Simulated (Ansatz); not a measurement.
```xyz
12
Lattice="4.9944 0.0000 0.0000 0.0000 4.9944 0.0000 0.0000 0.0000 4.9944" Properties=species:S:1:pos:R:3 pbc="T T T"
Zn    0.0000    2.4972    2.4972
Zn    2.4972    2.4972    0.0000
Zn    2.4972    0.0000    2.4972
Zn    0.0000    0.0000    0.0000
O     2.0600    0.4372    4.5572
O     0.4372    4.5572    2.0600
O     4.5572    2.0600    0.4372
O     2.9344    2.9344    2.9344
O     2.0600    2.0600    2.0600
O     0.4372    2.9344    4.5572
O     4.5572    0.4372    2.9344
O     2.9344    4.5572    0.4372
```

Space group Pa-3; a structure from a database of computed crystals, not necessarily the ambient phase; not relaxed (largest force 0.5 eV/Å); computed pressure about −11 GPa in this cell.

Computed with DFT PBEsol, scalar-relativistic, plane waves, PAW (Ansatz 0.2.0).

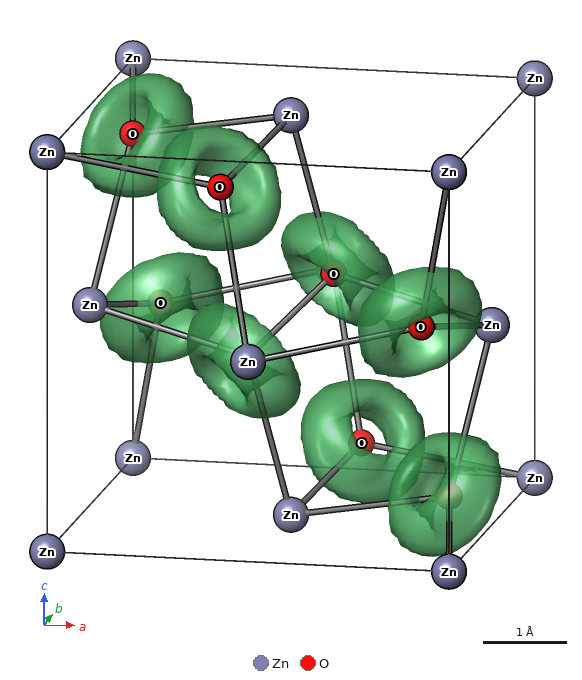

ZnO$_{2}$. Isosurface of the ELF at 0.8 (green), seen slightly off an axis. Core shells and regions of very low density are left out. Sticks mark near contacts.

Core electrons are frozen (PAW), and the valence fields are smoothed inside the atomic spheres.

### What do the ELF domains correspond to?

The surface consists of eight regions wrapped around O (the valence shell of each), counted in one cell of 12 atoms. Any copies at cell faces, edges or corners count once. Along the contacts the grid gives the following. O–O (1.51 Å): the ELF peaks at about 0.70 between the atoms. Zn–O (2.15 Å): the ELF peaks at about 0.90 in the valence shell of O, 0.6 Å from its nucleus, and is about 0.20 at the midpoint: no shared electron pair shows on this line.
